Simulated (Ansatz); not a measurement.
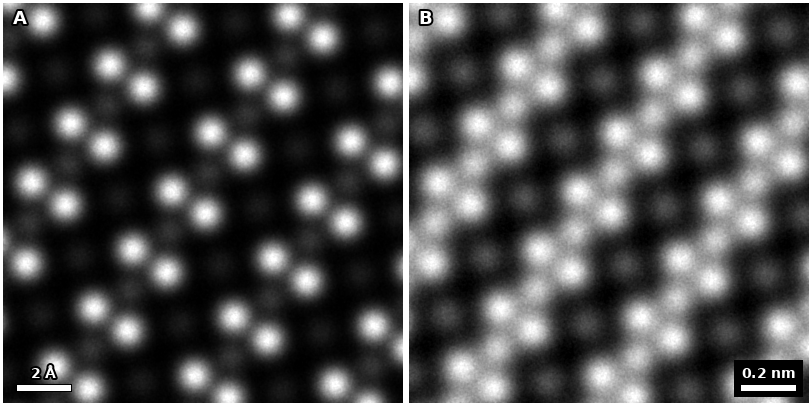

Two simulated images of the same area of Ga$_{2}$O$_{3}$ (P6/mmm, No. 191) along [100], with a probe of 0.96 Å. One is incoherent Z contrast (Z^1.7 per atom), the other the projected potential of neutral atoms blurred by the probe (iDPC-like, thin sample). Brightness is counted from the darkest point of the image. Shot noise was added. Structure: the end point of a relaxation with DFT PBE, scalar-relativistic, plane waves, PAW (Ansatz); the starting structure was generated, so it need not be a known form of this composition.

Which panel is which, and how can one tell?

A is the Z-contrast image and B the potential image. The columns of 1 O per repeat reach about 10 % of the brightest peak (1 Ga) in A but about 31 % in B, mainly since the potential grows much more slowly with atomic number.
